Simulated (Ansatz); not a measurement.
# Run report: Sn32HO31, single-point calculation (part 1 of 3)

- system: Sn32HO31 (defect cell, 64 atoms in the cell)
- method: DFT PBE, scalar-relativistic, plane waves, PAW, spin-polarised (Ansatz 0.2.0)

The structure derives from an entry of the Crystallography Open Database.

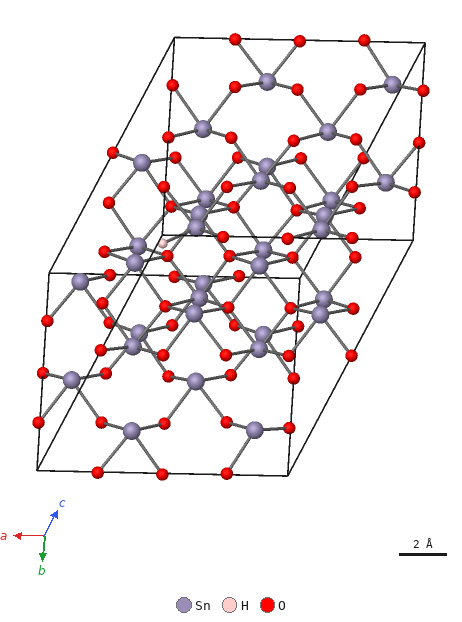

**Figure 1.** The structure as given in the input (ball-and-stick view of the cell of the calculation, seen at an oblique angle). An atom can appear more than once, as a periodic image. Near neighbours in the periodic cell (some may lie outside the picture): Sn has 4 O at 2.19 to 2.31 Å; Sn has 3 O at 2.16 to 2.22 Å; Sn has 1 H at 2.03 Å and 3 O at 2.21 to 2.25 Å; H has 2 Sn at 2.03 Å; O has 4 Sn at 2.16 to 2.31 Å.

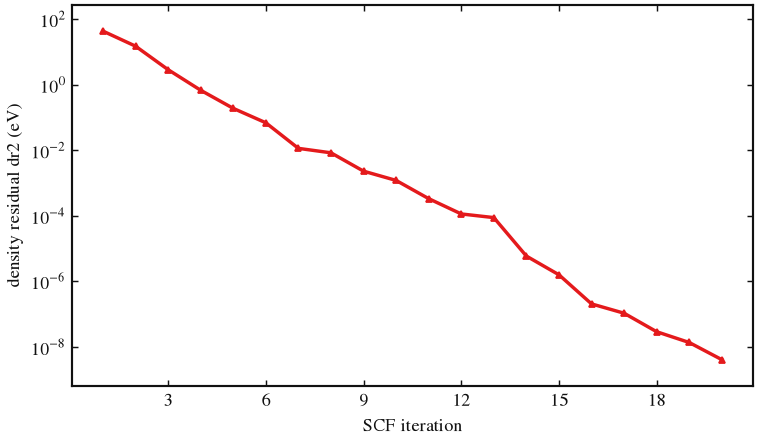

**Figure 2.** Convergence of the self-consistent field: density residual dr2 against the SCF iteration. The residual falls at every step.

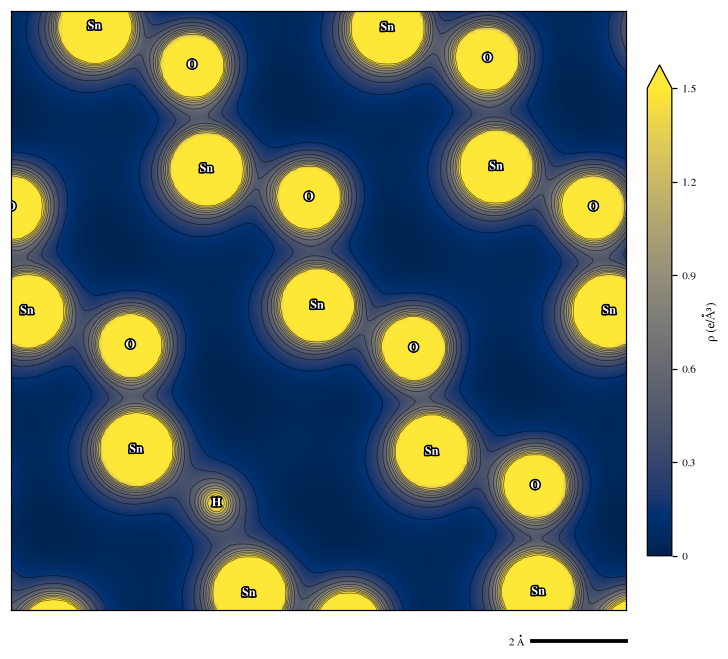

**Figure 3.** Valence charge density (pseudo) on the (11̄0) plane of the calculation cell. Atoms in the plane: Sn, H and O. Sn–H (2.03 Å): ρ is about 0.52 e/Å³ halfway, with its minimum of 0.4 e/Å³ about 1.2 Å from Sn. Sn–O (2.21 Å): ρ at the midpoint is about 0.5 e/Å³. Sn–O (2.22 Å): ρ is about 0.47 e/Å³ halfway. Sn–O (2.29 Å): ρ at the midpoint is about 0.41 e/Å³. Away from the nuclei the density in this plane falls to 0.02 e/Å³ at its lowest. In a PAW calculation such maps are meaningful between the atoms, not at the nuclei.

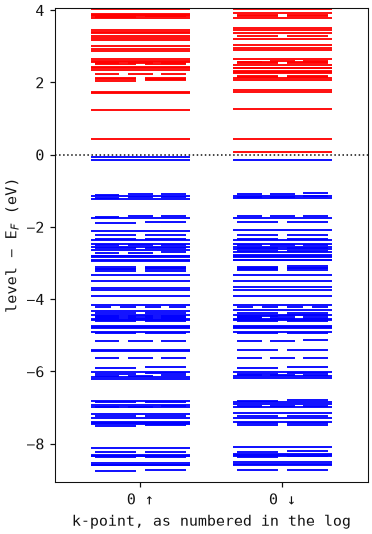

**Figure 4.** Kohn–Sham levels near the Fermi level (dotted) at the few k-points that the log prints; levels within 0.02 eV of each other stand side by side. Among these points the highest filled and lowest empty levels are 0.13 eV apart, which is the gap on the mesh.

The input that produced these results follows, with the program's output.

## Input file
```yaml
crystal:
  lattice:
    - [-7.5972, -7.5972, 0.0]
    - [7.5972, -7.5972, 0.0]
    - [0.0, 7.5972, 9.6816]
  atoms:
    - { symbol: Sn, position: [0.9328116781, 0.1844861555, 0.6243410046] }
    - { symbol: Sn, position: [0.9324159729, 0.2007266155, 0.1330162452], spin: 0.2 }
    - { symbol: Sn, position: [0.6921259861, 0.439872977, 0.6245141614] }
    - { symbol: Sn, position: [0.9383385084, 0.686722653, 0.1234196247] }
    - { symbol: Sn, position: [0.4334963777, 0.1916098631, 0.6252373657] }
    - { symbol: Sn, position: [0.6805187588, 0.4426648737, 0.1235436672] }
    - { symbol: Sn, position: [0.9337000914, 0.6845065696, 0.6186722536] }
    - { symbol: Sn, position: [0.43678788, 0.1855131575, 0.123131955] }
    - { symbol: Sn, position: [0.6866159202, 0.9374930475, 0.1230816898] }
    - { symbol: Sn, position: [0.1922590018, 0.4334652204, 0.6251759403] }
    - { symbol: Sn, position: [0.4434270194, 0.6807441061, 0.1235102203] }
    - { symbol: Sn, position: [0.6850447674, 0.9339074706, 0.6185549482] }
    - { symbol: Sn, position: [0.1853887877, 0.4368555427, 0.1233436343] }
    - { symbol: Sn, position: [0.4393087869, 0.6914761451, 0.6240675882] }
    - { symbol: Sn, position: [0.2014705549, 0.9326162009, 0.1335655619], spin: 0.2 }
    - { symbol: Sn, position: [0.1848958675, 0.9325462589, 0.6241392806] }
    - { symbol: Sn, position: [0.8195513913, 0.3125081952, 0.3798567835] }
    - { symbol: Sn, position: [0.5608915047, 0.0672772808, 0.3800054493] }
    - { symbol: Sn, position: [0.8100426142, 0.3136909281, 0.8785092742] }
    - { symbol: Sn, position: [0.5651082374, 0.068174331, 0.8784050692] }
    - { symbol: Sn, position: [0.8108893135, 0.8105798742, 0.8752573601], spin: 0.2 }
    - { symbol: Sn, position: [0.3198675039, 0.318985188, 0.3800711838] }
    - { symbol: Sn, position: [0.5653598252, 0.5645571806, 0.8747552927] }
    - { symbol: Sn, position: [0.8134973764, 0.8129574392, 0.3741691504] }
    - { symbol: Sn, position: [0.0608189427, 0.0608476002, 0.380036949] }
    - { symbol: Sn, position: [0.3097189115, 0.3101644611, 0.8747117947] }
    - { symbol: Sn, position: [0.5609003385, 0.5609411937, 0.3742116174] }
    - { symbol: Sn, position: [0.0647414383, 0.0649065289, 0.8751893049], spin: 0.2 }
    - { symbol: Sn, position: [0.3135030423, 0.8101621282, 0.8784574754] }
    - { symbol: Sn, position: [0.0688151898, 0.565279078, 0.8785993097] }
    - { symbol: Sn, position: [0.3130134359, 0.8189930075, 0.3797258485] }
    - { symbol: Sn, position: [0.0668025255, 0.5605695316, 0.3797737935] }
    - { symbol: H, position: [-0.030360766, -0.0298144621, -0.0603714948], spin: 0.2 }
    - { symbol: O, position: [0.0007395477, 0.0004497354, 0.5111203096] }
    - { symbol: O, position: [0.0090154379, 0.5000313523, 0.5091583161] }
    - { symbol: O, position: [0.4959645005, -0.0042181067, -0.0081911409] }
    - { symbol: O, position: [0.7481335279, 0.2477326813, 0.4956583364] }
    - { symbol: O, position: [-0.0040797321, 0.4960308596, -0.0083899435] }
    - { symbol: O, position: [0.5002825321, 0.0089030549, 0.5089511042] }
    - { symbol: O, position: [0.7527173899, 0.2617383098, 0.0146467414] }
    - { symbol: O, position: [0.5107910043, 0.5106084157, 0.5113633824] }
    - { symbol: O, position: [0.7566181745, 0.7560176298, 0.0051294156] }
    - { symbol: O, position: [0.2442822928, 0.2438125452, 0.4878715736] }
    - { symbol: O, position: [0.4934417668, 0.4931772531, -0.0134088094] }
    - { symbol: O, position: [0.7443887611, 0.7442615713, 0.4887301011] }
    - { symbol: O, position: [0.2490573093, 0.2493049633, 0.0052575655] }
    - { symbol: O, position: [0.2625876377, 0.7532231158, 0.0149931084] }
    - { symbol: O, position: [0.2476050759, 0.7475205018, 0.4951968059] }
    - { symbol: O, position: [0.7581415924, 0.0053283818, 0.0014843134] }
    - { symbol: O, position: [0.0025447315, 0.2486126189, 0.5065758176] }
    - { symbol: O, position: [0.7434041439, -0.0021674658, 0.4940794645] }
    - { symbol: O, position: [-0.0046194624, 0.2430389324, 0.0004046012] }
    - { symbol: O, position: [0.7509299986, 0.4959874178, 0.4940235682] }
    - { symbol: O, position: [0.0057215347, 0.7580465458, 0.0007820945] }
    - { symbol: O, position: [0.2435085727, -0.0036493454, 0.0016341986] }
    - { symbol: O, position: [0.5048308993, 0.2579157736, 0.5067623312] }
    - { symbol: O, position: [0.7502261536, 0.504091255, 0.0024486284] }
    - { symbol: O, position: [-0.0013095341, 0.7437403024, 0.4954691876] }
    - { symbol: O, position: [0.2482259844, 0.001453601, 0.505304302] }
    - { symbol: O, position: [0.4972868326, 0.2512859991, 0.0006003024] }
    - { symbol: O, position: [0.2572266841, 0.5035437188, 0.5050406999] }
    - { symbol: O, position: [0.5037161217, 0.7490240115, 0.0005464832] }
    - { symbol: O, position: [0.2523720534, 0.4984391249, 0.0022427056] }
    - { symbol: O, position: [0.4967653428, 0.7514258199, 0.4952457594] }
magnetization:
  spin_polarized: true
basis:
  ecutwfc: 420
  fft_grid_basis: typed
kpoints:
  mp_grid: { grid: [1, 1, 1] }
hamiltonian:
  xc: pbe
  pseudopotentials: { kind: paw }
scf:
  occupations: { method: gaussian, width: 0.05 }
output:
  forces: true
  stress: false
  eigenvalues: true
  bader: true
  write_density: true
  volumetric_format: npy
  populations: true
```

Launched with:
```bash
ansatz run input.yaml --threads 8 --pin off --max-ram 16384MiB --backend cpu --events-out ev --progress --plain --runs-dir out
```

## What the program printed
```
Engine: ansatz 0.2.0, aarch64-unknown-linux-gnu
Pseudopotentials: kind: paw
Pseudopotential: Sn, paw, valence charge 14, recommended cutoff 420 eV (normal), Sn.paw.azcp
Pseudopotential: H, paw, valence charge 1, recommended cutoff 420 eV (normal), H.paw.azcp
Pseudopotential: O, paw, valence charge 6, recommended cutoff 420 eV (normal), O.paw.azcp
Functional definition: PBE
  parameter kappa = 0.804
  parameter beta = 0.06672455060314922
  exchange = pbe_x(kappa = kappa, mu = beta*pi^2/3)
  correlation = pbe_c(beta = beta)
Crystal: 64 atoms, lattice volume = 1117.594 Å³
Basis set: ecut = 420 eV, 21881 PW (Γ), exchange–correlation on 144×144×180 points (8 copies of the dense FFT grid, shifted against one another)
Bands: 382, of which v1, the nominal top of the filled ones, is band 318 counted from 1 (317 counted from 0)
Symmetry: 1 space group operations
Space group: P1 (ITA 1), of the structure as read, at distance tolerance 1.0e-4 Å
Magnetic group: BNS 1.1 (UNI 1), of the structure as read, at distance tolerance 1.0e-4 Å
k-points: 1
Non-local potential: Sn, projectors of the file, l = 0: 2, l = 1: 2, l = 2: 2, l = 3: 2
Non-local potential: H, projectors of the file, l = 0: 2, l = 1: 1
Non-local potential: O, projectors of the file, l = 0: 2, l = 1: 2, l = 2: 1
PAW form: soft (Blöchl's): semilocal exchange-correlation on the pseudo side does not see the compensation charge
PAW one-centre angular grid: Sn, 590 points (default); XC on 64 Gauss nodes
PAW one-centre angular grid: H, 110 points (default); XC on 64 Gauss nodes
PAW one-centre angular grid: O, 110 points (default); XC on 64 Gauss nodes
Initial density: superposition of atomic densities (chi_scale 0.1, normalization cell, long waves kept (reshape's long-wave potential 0.35 eV rms))
Starting moments: Σ|m| = 1 μB on 5 of 64 sites
Initial wavefunctions: pseudopotential atomic-orbital guess
Functional: x = pbe(κ = 0.804, μ = 0.2195149727645171), c = pbe(β = 0.06672455060314922)
```
